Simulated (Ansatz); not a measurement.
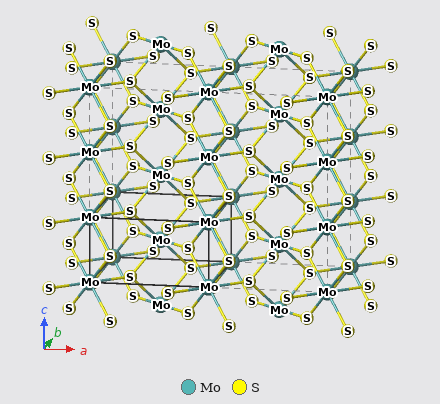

The compound is MoS2 (space group P4_2/mnm, No. 136), taken as coordinates from a relaxation with Ansatz, DFT, PBE, PAW with Ansatz's default frozen-core files, scalar-relativistic; the starting structure was generated, so it need not be a known form of this composition.

Bonds are taken as Mo–S below 2.7 Å; no other contact counts. Atoms with one bond or none are removed and atoms with two bonds are replaced by edges, until no such atom is left.

> What kind of net remains, and which atoms are its nodes?

A binodal (3,6)-connected, three-periodic net: S is a 3-connected node; Mo is a 6-connected node, in the ratio 2:1.

> Name the underlying net.

It is the rtl net, known from rutile.

> Is the net interpenetrated?

It is a single net, without interpenetration.

> Give the first ten terms of the coordination sequence (nodes one, two, three … edges away).

S: 3, 14, 19, 62, 51, 144, 99, 254, 163, 400; Mo: 6, 10, 38, 34, 102, 74, 198, 130, 326, 202.
